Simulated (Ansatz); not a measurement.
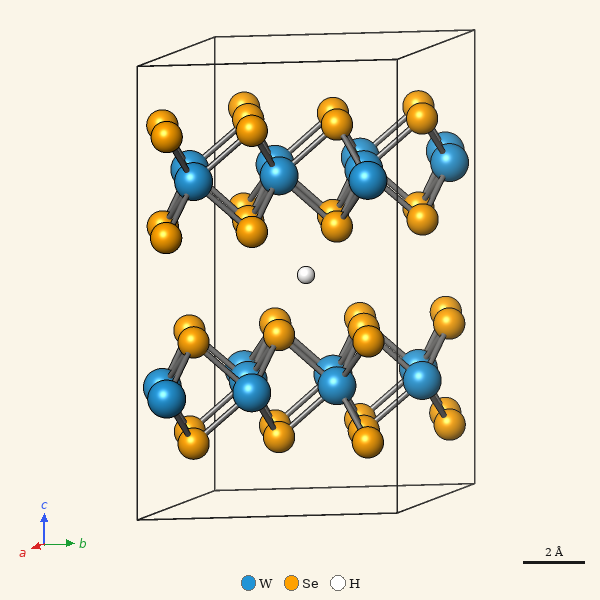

View slightly off an axis, drawn as a ball-and-stick model. The lines enclose the supercell; boundary atoms appear with their images. The host is WSe2, in a cell of 42 sites, and the cell carries a charge of -1.

### Name the defect and give its surroundings.

An interstitial hydrogen atom. It is bonded to no bonds drawn. Not all metal-metal contacts are counted.

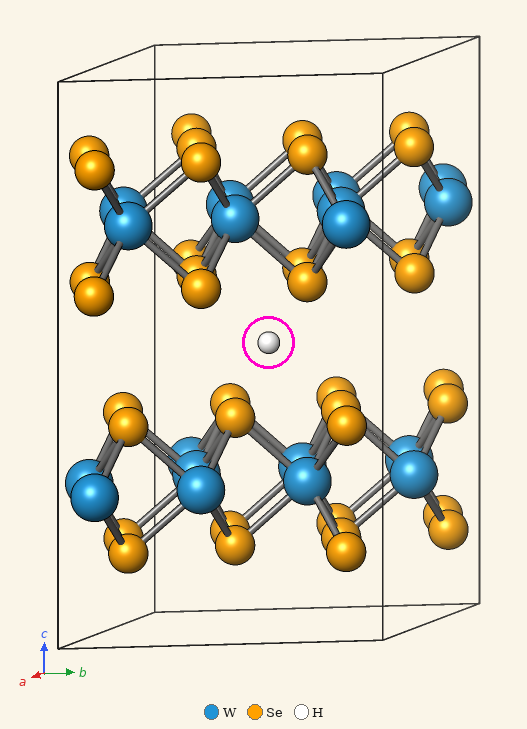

The same cell with a ring at the defect's site.

The atoms were relaxed in the host's cell with DFT PBE, scalar-relativistic, plane waves, PAW (Ansatz).
